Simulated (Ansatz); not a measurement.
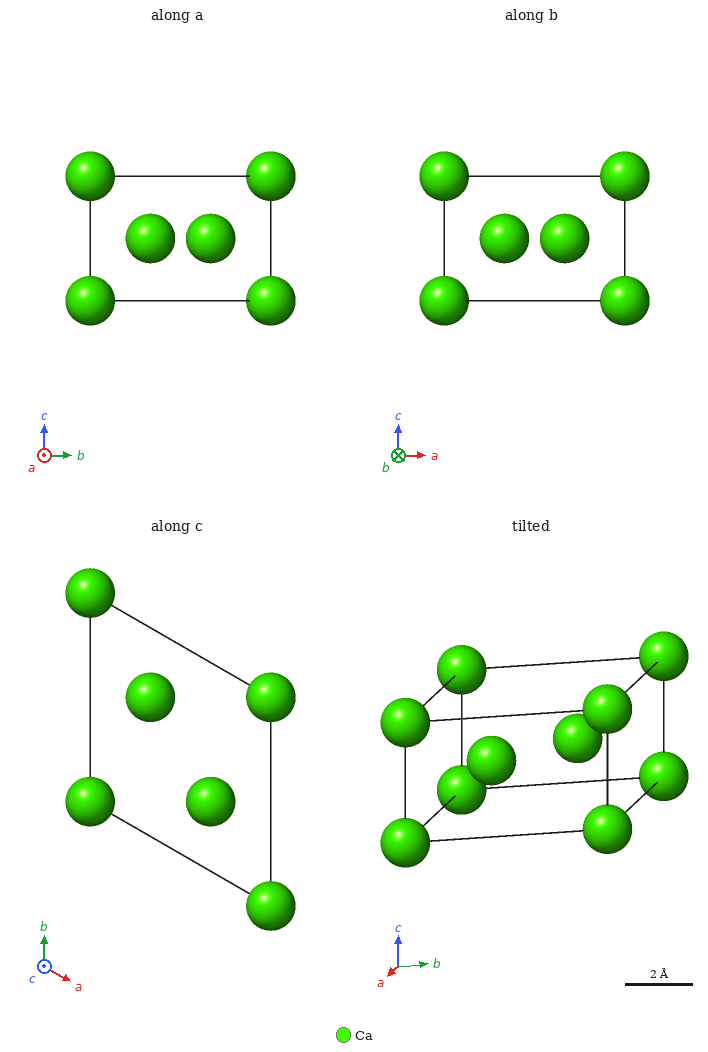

Spheres-only representation of a periodic structure, projected along the a axis, along the b axis, along the c axis and slightly off an axis. Thin lines show the conventional unit cell, with boundary atoms drawn in all their periodic places.

Lattice parameters: a = 6.2828 Å, b = 6.2828 Å, c = 3.7501 Å, α = 90.000°, β = 90.000°, γ = 120.000°.

Set out the cell and atoms as a CIF in P1 with every atom of the cell.

Answer.
```cif
data_structure
_symmetry_space_group_name_H-M 'P 1'
_symmetry_Int_Tables_number 1
_cell_length_a 6.2828
_cell_length_b 6.2828
_cell_length_c 3.7501
_cell_angle_alpha 90.000
_cell_angle_beta 90.000
_cell_angle_gamma 120.000
_cell_volume 128.20
loop_
_atom_site_label
_atom_site_type_symbol
_atom_site_fract_x
_atom_site_fract_y
_atom_site_fract_z
_atom_site_occupancy
Ca1 Ca 0.0000 0.0000 0.0000 1
Ca2 Ca 0.3333 0.6667 0.5000 1
Ca3 Ca 0.6667 0.3333 0.5000 1
```

The structure comes from a structure type filled with this element by a generator (whether the element takes this form wasn't checked). Earlier steps of the study may have refined or changed the cell and positions. A calculation with Ansatz used it as input.
